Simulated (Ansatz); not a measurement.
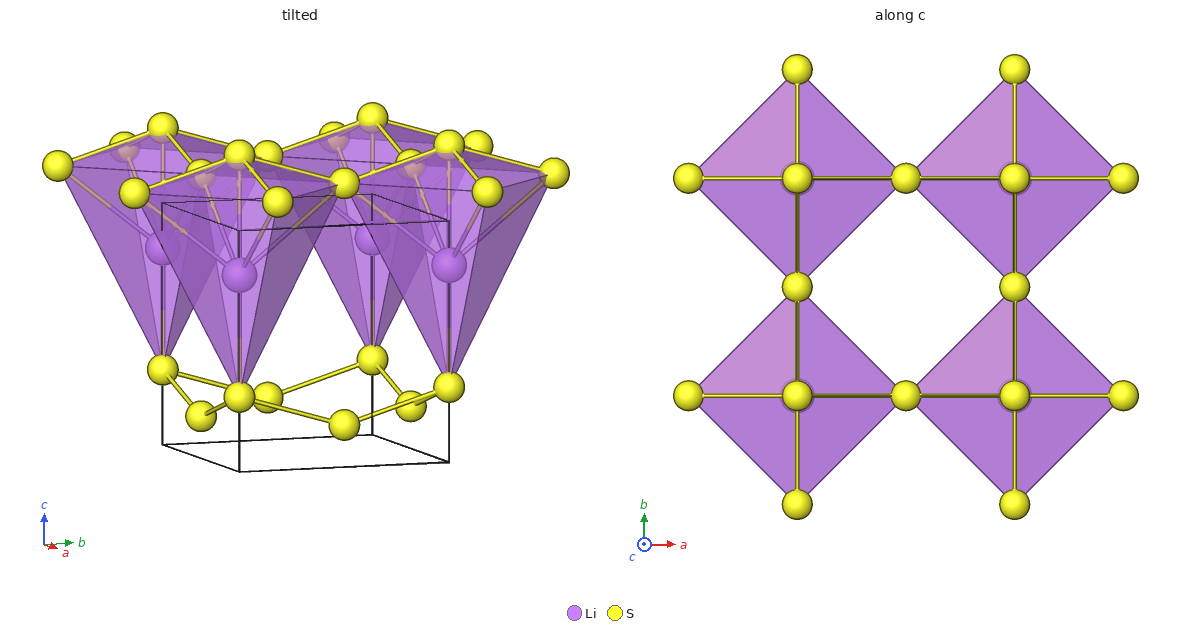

A polyhedral rendering, viewed slightly off an axis and along the c axis. One conventional unit cell is framed, with atoms on its boundary repeated. Some neighbours outside the box are added. Cell: a = 4.45 Å, b = 4.45 Å, c = 4.86 Å, α = 90.00°, β = 90.00°, γ = 90.00°.

The structure comes from a structure type filled with these elements by a generator (whether the compound takes this form wasn't checked). Earlier steps of the study may have refined or changed the cell and positions. An electronic-structure calculation with Ansatz was run on it.

> Summary of the structure:

The stoichiometry is LiS$_{3}$. Space group: P4mm (No. 99). Lattice: primitive tetragonal. Cell content 1 Li, 3 S; Z = 1. Each Li atom is coordinated by six S at about 2.4 to 2.8 Å. S takes two kinds of site: 2c with two Li and two S (about 2.8 Å to Li, 2.3 Å to S); 1a with four S and two Li (about 2.3 Å to S, 2.4 Å to Li). With all bonds counted the structure is a three-dimensional framework. Leaving out the bonds to Li, what remains is S layers parallel to (001).

The calculation used Ansatz 0.2.0, DFT PBE, scalar-relativistic, plane waves, PAW, with a 420 eV plane-wave basis, 10×10×10 k-points, Gaussian smearing of 0.1 eV, no spin polarisation.

> What does the calculation say: metal or gapped?

A metal: bands cross the Fermi level.

> Give the Bader charge of each element.

Li +0.90 e; S -0.35 to -0.20 e.

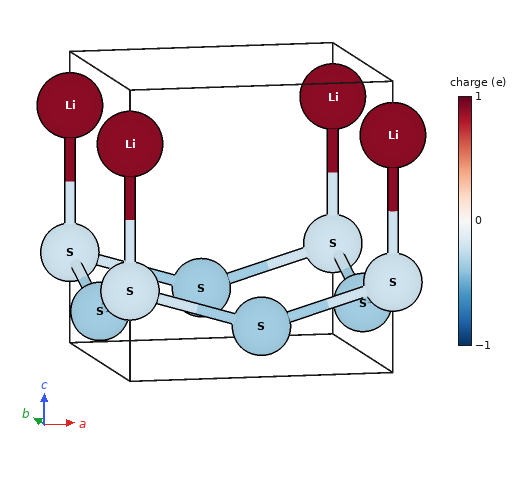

The atoms coloured by those charges. The run's cell of 4 atoms is drawn.

> Has the structure come to rest?

Yes. All forces vanish to within 0.01 eV/Å. The pressure is 0.0 GPa, close to zero.
